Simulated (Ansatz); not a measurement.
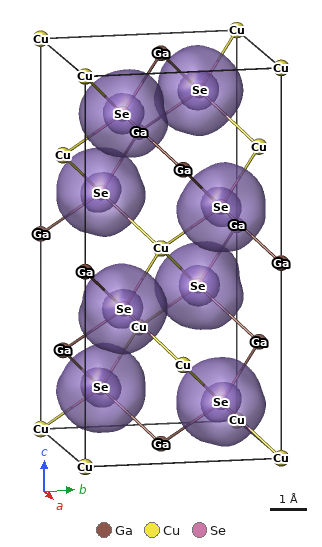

The picture shows: GaCuSe2. Isosurface of the ELF at 0.65 (purple), seen slightly off an axis. Only the valence region is drawn (cores and ρ < 0.01 e/Å³ removed). Sticks mark near contacts.

Space group I-42d; started from the measured structure prototype, which need not be the ambient phase; computed pressure about 3 GPa in this cell.

All numbers below come from DFT, PBE with spin-orbit coupling, plane waves, PAW (Ansatz).

Core electrons are frozen (PAW), and the valence fields are smoothed inside the atomic spheres.

The calculation's input:

```
crystal:
  lattice:
    - [-2.8041290643, 2.8041290643, 5.5492797736]
    - [2.8041290643, -2.8041290643, 5.5492797736]
    - [2.8041290643, 2.8041290643, -5.5492797736]
  atoms:
    - { symbol: Ga, position: [0.5, 0.5, 0.0] }
    - { symbol: Ga, position: [0.25, 0.75, 0.5] }
    - { symbol: Cu, position: [0.0, 0.0, 0.0] }
    - { symbol: Cu, position: [0.75, 0.25, 0.5] }
    - { symbol: Se, position: [0.375, 0.3713579364, 0.4963579364] }
    - { symbol: Se, position: [0.6286420636, 0.125, 1.0036420636] }
    - { symbol: Se, position: [0.875, 0.8786420636, 0.5036420636] }
    - { symbol: Se, position: [0.1213579364, 0.625, -0.0036420636] }
kpoints:
  mp_grid: { grid: [6, 6, 6] }
  band_path:
    path:
      - [0.0, 0.0, 0.0]
      - [0.0, 0.0, 0.5]
      - [0.25, 0.25, 0.25]
      - [0.0, 0.5, 0.0]
      - [0.5, 0.5, -0.5]
      - [0.3138355735, 0.6861644265, -0.3138355735]
      - [-0.3138355735, 0.3138355735, 0.3138355735]
      - [-0.1276711471, 0.1276711471, 0.5]
      - [0.5, 0.5, -0.1276711471]
    npoints: 1
hamiltonian:
  xc: pbe
scf:
  occupations: { method: fermi_dirac, width: 0.02 }
  n_extra_bands: 12
magnetization:
  noncollinear: true
  spin_orbit: true
output:
  forces: true
  stress: true
  eigenvalues: true
  write_density: true
  write_potential: true
  elf: true
  volumetric_format: npy
```

Below, planes, directions and counts refer to the conventional cell (a = 5.61 Å, b = 5.61 Å, c = 11.10 Å, α = 90.00°, β = 90.00°, γ = 90.00°).

Where are the electrons localised?

Answer. The surface consists of eight regions on Se in which the atom's valence shell and bonds are merged, counted in one cell of 16 atoms. Any copies at cell faces, edges or corners count once. Profiles from the grid: Cu–Se (2.41 Å): the ELF is about 0.45 at the midpoint. Ga–Se (2.43 Å): the ELF is about 0.70 at the midpoint.
